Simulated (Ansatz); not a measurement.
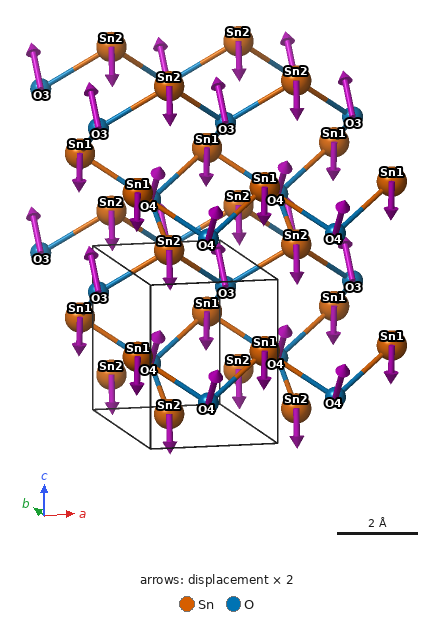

This is a relaxation of a crystal of SnO (set up in Pmn2_1). The starting structure is drawn; purple arrows show the displacements (the part carried along by the change of the cell is left out), 2 times their true length.

The picture is a ball-and-stick view of the cell of the calculation, repeated 2 × 2 × 2 with one cell outlined, seen slightly off an axis.

These are results of Ansatz 0.2.0, DFT r2SCAN, scalar-relativistic, plane waves, PAW, not measurements.

Input
```yaml
crystal:
  lattice:
    - [3.3062091429, 0.0, 0.0]
    - [0.0, 5.8704114033, 0.0]
    - [0.0, 0.0, 4.195916445]
  atoms:
    - { symbol: Sn, position: [0.0, 0.2218139301, 0.5091530866] }
    - { symbol: Sn, position: [0.5, 0.7781860699, 0.0091530866] }
    - { symbol: O, position: [0.0, 0.9022398377, 0.7408479134] }
    - { symbol: O, position: [0.5, 0.0977601623, 0.2408479134] }
basis:
  ecutwfc: 500
kpoints:
  mp_grid: { grid: [8, 4, 6] }
hamiltonian:
  xc: r2scan
scf:
  occupations: { method: gaussian, width: 0.02 }
output:
  forces: true
  stress: true
  eigenvalues: true
relax:
  adjacent_minimum: "off"
  f_tol: 0.02
  max_steps: 70
  cell: { stress_tol: 0.1 }
```

Run as
```bash
ansatz run input.yaml --threads 2 --pin off --max-ram 5120MiB --backend cpu --events-out ev --progress --plain --runs-dir out
```

Atoms of which element are displaced furthest, and by how much?

Oxygen: up to 0.70 Å, against 0.51 Å for tin.

What did the optimiser do to the structure, and how much energy did it gain?

The largest moves relative to the cell, 0.70 Å, are those of O3 and O4. O4 goes along [0 −2 3]. Largest moves by element: O 0.70 Å, Sn 0.51 Å. Cell: a 3.306 → 3.807 Å (+15.1 %), b 5.870 → 4.935 Å (−15.9 %), c 4.196 → 3.809 Å (−9.2 %). Volume −12.1 %. Among the contacts that change: Sn1–O3 3.730 → 2.224 Å, Sn1–O3 (another image) 2.113 → 2.222 Å, Sn1–O4 2.128 → 2.223 Å. New bonds form: Sn1–O3 (3.73 → 2.22 Å), Sn2–O4 (3.73 → 2.22 Å). Among the angles between lasting bonds that change: Sn1–O4–Sn2 123.2° → 105.5°, O4–Sn1–O4 101.9° → 117.8°, Sn1–O4–Sn1 101.9° → 117.8°. The space group (tolerance 0.01 Å) goes from Pmn2_1 (No. 31) to P4/nmm (No. 129). Over 22 accepted moves (26 points after the start) the energy falls by 75.0 meV per atom. The largest force component goes from 0.041 to 0.0055 eV/Å. The pressure goes from −0.01 to 0.00 GPa. The line search rejected the trial steps at points 10, 19 of the run. At 2 points the geometry stayed and the basis and grid were re-selected for the new cell (energy shift of 0.1 meV per atom at most each time). The run took 3.5 min on 2 threads of Intel(R) Xeon(R) 6975P-C (Granite Rapids), on a shared host, peak memory 0.57 GiB.
